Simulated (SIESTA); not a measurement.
# MoS2: 7 runs along one coordinate

System: MoS2 (R3m, 3 atoms in the cell).
Method: Kohn-Sham DFT of a periodic cell, PBEsol, PseudoDojo 0.4 standard, converted to PSML, no spin polarisation (SIESTA 5.4.2).

The 7 runs differ only in the geometry, by an even scaling of the cell at fixed fractional positions. The structure derives from an entry of the Crystallography Open Database.

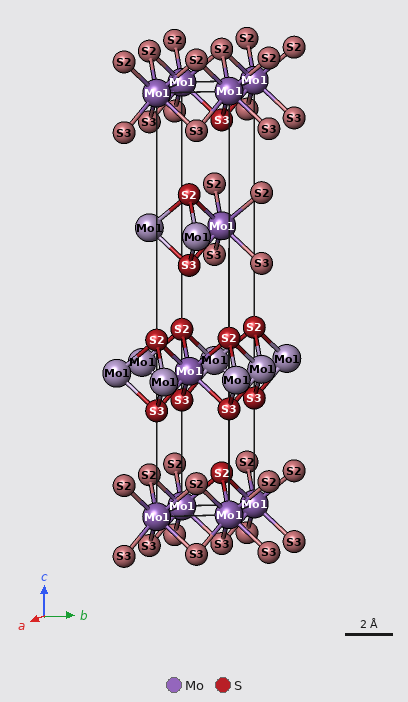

Figure 1. The structure of run 4 (ball-and-stick view of the cell 3 times as large as that of the calculation, set on its symmetry axes, seen slightly off an axis; neighbours outside the cell are drawn fainter; atoms are numbered from 1 in the order of the input). An atom can appear more than once, as a periodic image.

### Input of run 4
```
SystemName                      MoS2
SystemLabel                     MoS2
NumberOfSpecies                 2
NumberOfAtoms                   3
%block ChemicalSpeciesLabel
  1  42 Mo
  2  16 S
%endblock ChemicalSpeciesLabel

LatticeConstant                 1.0 Ang
%block LatticeVectors
     1.5800000000     0.9122134253     6.1500000000
    -1.5800000000     0.9122134253     6.1500000000
     0.0000000000    -1.8244268506     6.1500000000
%endblock LatticeVectors
AtomicCoordinatesFormat         Fractional
%block AtomicCoordinatesAndAtomicSpecies
     0.0000000000     0.0000000000     0.0000000000  1  Mo
     0.4170000000     0.4170000000     0.4170000000  2  S
     0.2500000000     0.2500000000     0.2500000000  2  S
%endblock AtomicCoordinatesAndAtomicSpecies

%block kgrid.MonkhorstPack
   10   0   0  0.0
    0  10   0  0.0
    0   0  10  0.0
%endblock kgrid.MonkhorstPack
XC.Functional                   GGA
XC.Authors                      PBEsol
PAO.BasisSize                   DZP
PAO.EnergyShift                 0.003 Ry
Mesh.Cutoff                     800 Ry
OccupationFunction              FD
ElectronicTemperature           0.05 eV
MaxSCFIterations                120
SCF.MustConverge                false
SCF.Mixer.Method                Pulay
SCF.Mixer.Weight                0.25
SCF.Mixer.History               8
SCF.DM.Tolerance                5.0e-05
SCF.H.Tolerance                 1.0e-03 eV
WriteForces                     true
Charge.Mulliken                 end
Charge.Hirshfeld                end
Charge.Voronoi                  end
SaveRho                         true
SaveElectrostaticPotential      true
%block PAO.Basis
  Mo 5
  n=4 0 2
    3.234 0.000
  n=5 0 2
    8.897 0.000
  n=4 1 2
    3.729 0.000
  n=5 1 1
    8.897
  n=4 2 2
    6.735 0.000
%endblock PAO.Basis
```

Command:
```bash
siesta < MoS2.fdf > MoS2.out 2>&1
```

Run 5 has the same physical settings and fractional positions; its lattice vectors (Å) are:
```
   1.590464    0.918255    6.190730
  -1.590464    0.918255    6.190730
   0.000000   -1.836509    6.190730
```

### Results, with one run withheld

| run | volume per atom (Å³) | free energy per atom, from the lowest run given (meV) | pressure (GPa) | gap on the mesh (eV) |
| --- | --- | --- | --- | --- |
| 1 | 16.664 | 60.72 | 15.24 | 0.92 |
| 2 | 17.019 | 31.93 | 10.87 | 0.94 |
| 3 | 17.373 | 12.34 | 6.92 | 0.95 |
| 4 | 17.728 | 1.03 | 3.37 | 0.97 |
| 5 | 18.083 | ? | ? | ? |
| 6 | 18.437 | 0.00 | −2.69 | 0.99 |
| 7 | 18.792 | 8.87 | −5.27 | 1.00 |

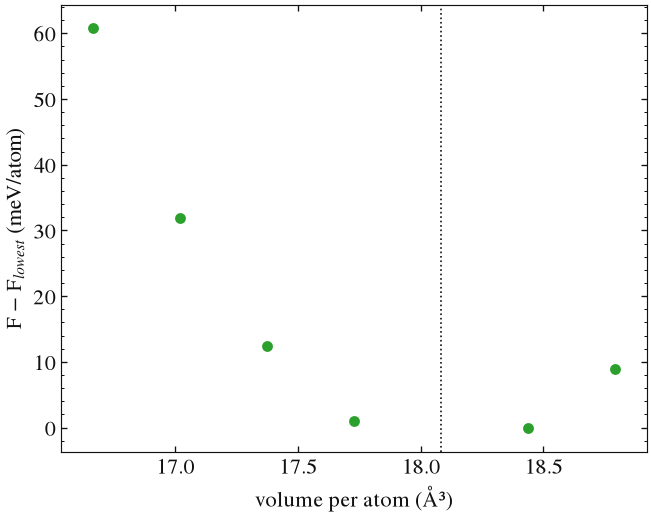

Figure 2. Free energy per atom of the runs given; the dotted line marks run 5.

Estimate the energy of run 5 from the others.

A cubic polynomial in V^(−2/3) (the Birch–Murnaghan form), fitted to the 6 runs given, misses them by at most 0.02 meV per atom. With x = V^(−2/3) − 0.14756 Å⁻², it reads F = 3.0594 + 4696.6 x + 9.3591e+05 x² + 1.1118e+06 x³ (meV per atom). At run 5 it gives −2.84 meV per atom, and the run itself gives −2.83. The slope of the fit gives a pressure −dF/dV of 0.18 GPa there, and the run prints 0.19 GPa. The fit has its minimum at 18.104 Å³ per atom, where V d²F/dV² gives 153 GPa. Cell shape and fractional positions are held, so this is the stiffness under even scaling; the relaxed bulk modulus wasn't computed and can be far lower in a crystal of layers, chains or molecules like this one. The gap on the mesh goes, without turning, from 0.92 eV in run 1 to 1.00 eV in run 7; run 5 has 0.98 eV. These are gaps of this functional on this mesh, which can miss the band edges; they aren't the measured gap.

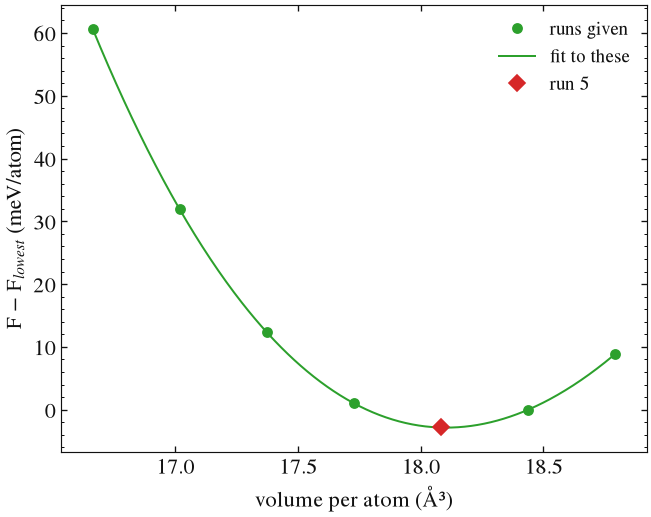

Figure 3. The fit and the withheld run.

### Some lines of the output (run 5)
```
[...]
outcell: Cell volume (Ang**3)        :     54.2475
stepf: Fermi-Dirac step function
siesta: Etot    =     -2505.756089
siesta: FreeEng =     -2505.756090
        iscf     Eharris(eV)        E_KS(eV)     FreeEng(eV)     dDmax    Ef(eV) dHmax(eV)
siesta: E_KS(eV) =            -2513.9298
siesta: E_KS - E_eggbox =     -2513.9298
siesta: Etot    =     -2513.929788
siesta: FreeEng =     -2513.929789
siesta:         Fermi =      -4.500258
siesta: Cell volume =         54.247544 Ang**3
    Orbital volume contribution        =           2.809079 eV
```

Notes: Points of doubt noted for this run: mulliken charges of long orbitals. With a small basis of atomic orbitals these values can differ much from converged plane-wave results.
